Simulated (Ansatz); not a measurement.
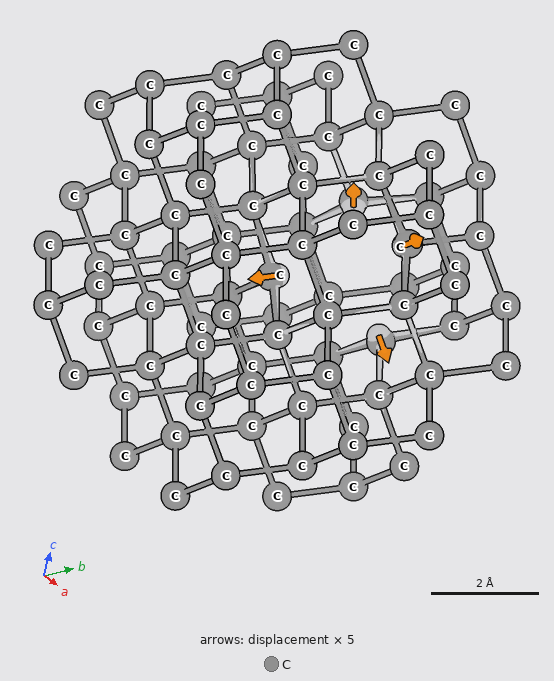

A relaxation of a defect cell of composition C. The starting structure is drawn faded, the final one solid; orange arrows show the displacements, 5 times their true length.

A ball-and-stick model of the atoms within 5.0 Å of the atom that moves most (axes of the cell of the calculation), seen slightly off an axis.

Level of theory: DFT, PBE, plane-wave PAW, default files, scalar-relativistic in Ansatz. (plane-wave cutoff 420 eV; k-point mesh 3 × 3 × 3; occupations fermi dirac; smearing width 0.01 eV; collinear spin; atoms relaxed in a fixed cell; force threshold 0.03 eV/Å; at most 40 steps)

### What happened in the run?

The largest moves, 0.12 Å, are those of C atoms. The cell doesn't change. Near-neighbour distances that change, for instance: C–C 1.544 → 1.492 Å, C–C 1.544 → 1.564 Å. Among the angles between lasting bonds that change: C–C–C 109.5° → 104.8°, C–C–C 109.5° → 113.9°, C–C–C 109.5° → 112.3°. After 3 geometry steps the energy has fallen by 0.899 eV per cell of the calculation. The largest force component goes from 1.7 to 0.014 eV/Å. The program noted that the starting moments weren't kept. Cost: 9.8 min on 1 thread of Arm Neoverse N1 (shared host), peak memory 1.1 GiB.

Limits of the set-up: the periodic images lie only 7.6 Å apart, so the values are limited by the cell's size.
